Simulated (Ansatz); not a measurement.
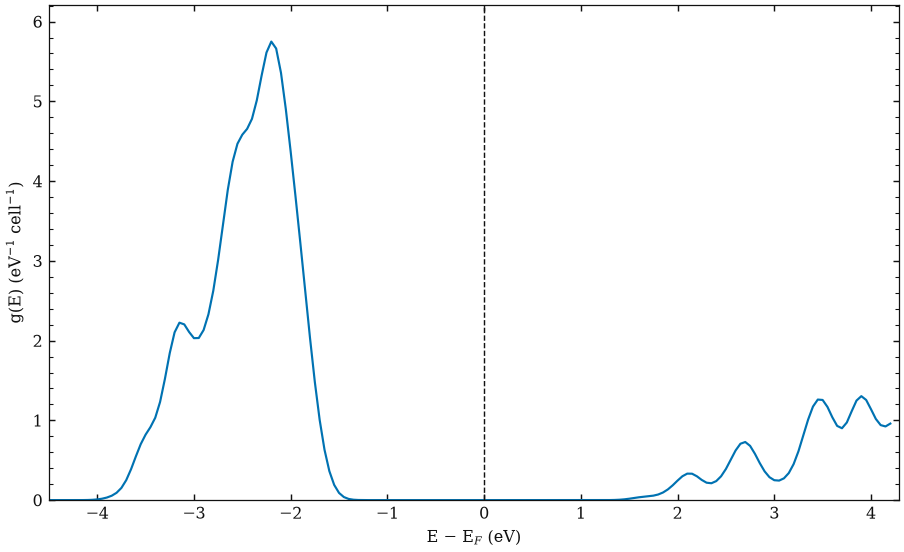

Density of states. Energies are counted from the Fermi level. The curve is built from the levels of the k mesh with Gaussians 0.3 eV wide, which also blur the band edges.

Calculation on SrO, space group R-3m (No. 166), 2 atoms in the cell, rocksalt type, shear (111) strain +1.6%; a = 3.69 Å, b = 3.69 Å, c = 3.69 Å, α = 59.29°, β = 59.29°, γ = 59.29°.

Computed with Ansatz: DFT, PBE, plane waves, PAW, no spin polarisation, 8×8×8 k mesh, 420 eV cutoff.

**Is there a gap at the Fermi level, and how wide?**

There is a gap; over the k points computed it is 3.31 eV (indirect; the smallest direct gap is 3.40 eV).

**Where is the tallest peak of the filled states in the window?**

Within the window shown, the tallest peak of the filled states lies 0.5 eV under the valence-band top, at about 5.7 states per eV and cell.

**How wide is the upper valence band?**

The upper group of valence states starts about 2.1 eV under the valence-band top (which lies at −1.7 eV on this axis), with a gap beneath it; it holds about 6 electrons a cell.
